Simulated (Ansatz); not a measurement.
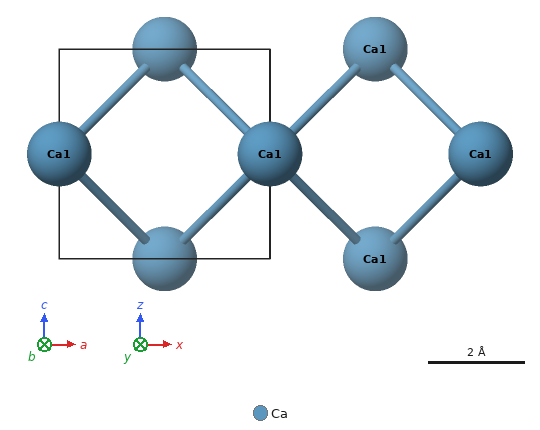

A crystal of Ca (I4/mmm): the cell is strained in shear in the xz plane, with the atoms kept at their fractional coordinates. x, y and z are the Cartesian axes of the input. The picture shows the reference cell. The picture is a ball-and-stick view of the conventional cell (2 times the calculation's cell), repeated 2 × 1 × 1 with one cell outlined, seen along the b axis. Lengths and directions refer to the drawn axes.

These are results of DFT PBE, scalar-relativistic, plane waves, PAW in Ansatz, not measurements. (plane-wave cutoff 420 eV; k-point mesh 16 × 16 × 16; occupations gaussian; smearing width 0.15 eV; no spin polarisation). Energies (free energies at the smearing named) are counted from the cell as listed in its source, which wasn't relaxed.

Input file:
```yaml
crystal:
  lattice:
    - [-2.2052049036, 2.2052049036, 2.19611481]
    - [2.2052049036, -2.2052049036, 2.19611481]
    - [2.2052049036, 2.2052049036, -2.19611481]
  atoms:
    - { symbol: Ca, position: [0.5, 0.5, 0.0] }
basis:
  ecutwfc: 420
kpoints:
  mp_grid: { grid: [16, 16, 16] }
hamiltonian:
  xc: pbe
scf:
  occupations: { method: gaussian, width: 0.15 }
output:
  forces: true
  stress: true
  eigenvalues: true
```

> Predict the energy profile (the strain: −0.040, −0.030, −0.020, −0.010, 0.000, 0.010, 0.020, 0.025, 0.030, 0.035, 0.040).

```csv
engineering shear strain,E − E(ref) (meV/atom)
−0.040,2.86
−0.030,1.59
−0.020,0.70
−0.010,0.17
0.000,0.00
0.010,0.17
0.020,0.70
0.025,1.10
0.030,1.59
0.035,2.17
0.040,2.86
```

Points that are alike by symmetry were computed once.

The lowest computed point lies at the strain 0.00 (0.00 meV/atom). At the ends of the scan the energy is 2.86 meV/atom (−0.04) and 2.86 meV/atom (0.04). The curvature at zero strain, (1/V) d²E/dε², is about 13 GPa; it is C₅₅ with clamped ions. The distortion takes the space group from I4/mmm to C2/m. At the strain −0.04 the cell of the drawing goes a 4.410 → 4.411 Å, c 4.392 → 4.393 Å, β 90.0° → 92.3°.

The computed profile (hollow markers are points alike by symmetry):

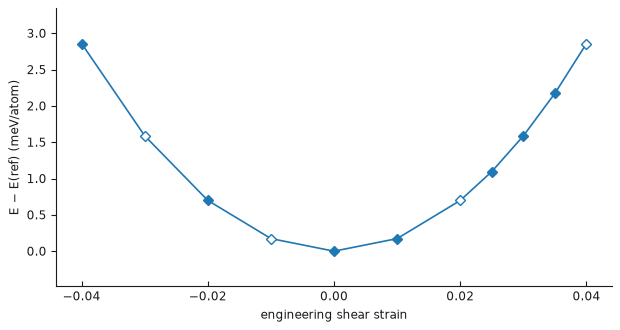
